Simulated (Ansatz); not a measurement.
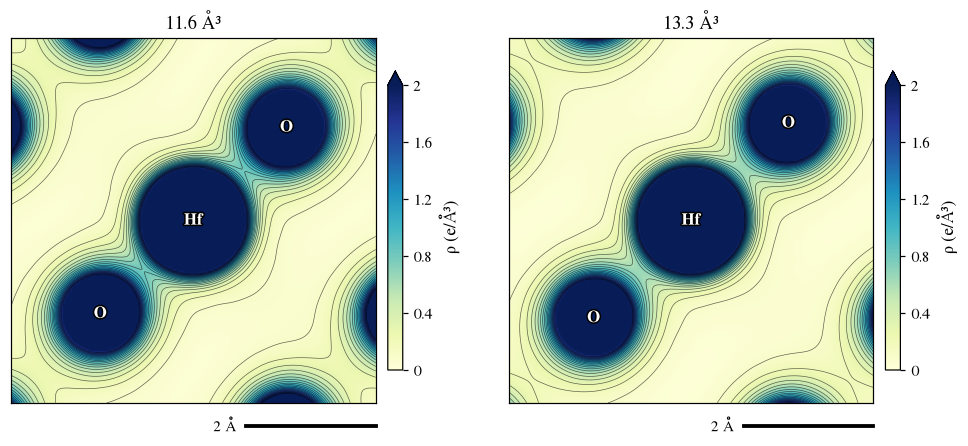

HfO2. The valence electron density of cells scaled evenly to different volumes (given per atom above each panel), on the (001) plane of each (indices in the axes of the cell below), at one length scale and on one colour scale.

A structure from a database of computed crystals, not necessarily the ambient phase.

Computed with Ansatz, DFT LDA, scalar-relativistic, plane waves, PAW.

The density is the valence pseudo-density of a PAW calculation; it isn't the true density close to the nuclei.

The largest cell:

```
CELL_PARAMETERS angstrom
4.93257 0.00000 0.00000
0.00000 4.93257 0.00000
0.00000 0.00000 3.28139
ATOMIC_POSITIONS crystal
Hf 0.00000 0.00000 0.00000
Hf 0.50000 0.50000 0.50000
O 0.19511 0.80489 0.50000
O 0.30489 0.30489 0.00000
O 0.69511 0.69511 0.00000
O 0.80489 0.19511 0.50000
```

| volume (Å³/atom) | Hf–O contact in the plane (Å) | ρ at its midpoint (e/Å³) | pressure (GPa) | gap on the mesh (eV) | 
| --- | --- | --- | --- | --- |
| 11.64 | 2.034 | 0.880 | 12.2 | 4.05 | 
| 12.73 | 2.096 | ? | ? | ? | 
| 13.31 | 2.127 | 0.687 | −17.9 | 3.55 | 

Question: What values belong in the row with question marks?

Answer: Over the known rows ln ρ falls by 2.66 per Å of Hf–O distance (the line through the two), which gives 0.746 e/Å³ at 2.096 Å; the calculation gives 0.745 e/Å³. For the pressure, a straight line in volume between the neighbouring rows gives −7.4 GPa; the calculation gives −9.9, lower because pressure rises ever faster on compression. For the gap on the mesh, a straight line in volume between the neighbouring rows gives 3.72 eV; the calculation gives 3.71.
